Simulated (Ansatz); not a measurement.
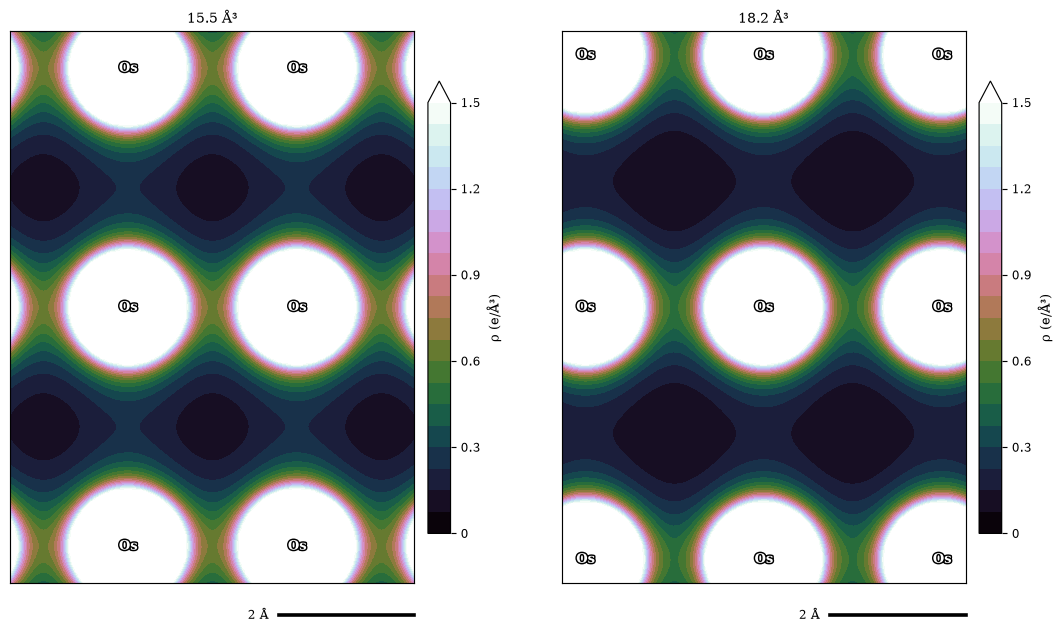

Os. The valence electron density of cells scaled evenly to different volumes (given per atom above each panel), on the (110) plane of each (indices in the axes of the cell below), at one length scale and on one colour scale.

A generated structure, not necessarily the stable one; computed without spin polarisation.

All numbers below come from DFT, revPBE, plane waves (420 eV) with PAW, scalar-relativistic (Ansatz 0.2.0).

In a PAW calculation such maps are meaningful between the atoms, not at the nuclei.

The largest cell:

```
CELL_PARAMETERS angstrom
2.63186 0.00000 0.00000
0.00000 2.63186 0.00000
0.00000 0.00000 2.63186
ATOMIC_POSITIONS crystal
Os 0.00000 0.00000 0.00000
```

| volume (Å³/atom) | Os–Os contact in the plane (Å) | ρ at its midpoint (e/Å³) | pressure (GPa) | 
| --- | --- | --- | --- |
| 15.53 | 2.495 | 0.655 | 27.0 | 
| 17.55 | 2.599 | ? | ? | 
| 18.23 | 2.632 | 0.511 | −16.4 | 

> What values belong in the row with question marks?

Over the known rows ln ρ falls by 1.81 per Å of Os–Os distance (the line through the two), which gives 0.542 e/Å³ at 2.599 Å; the calculation gives 0.549 e/Å³. For the pressure, a straight line in volume between the neighbouring rows gives −5.5 GPa; the calculation gives −9.0, lower because pressure rises ever faster on compression.
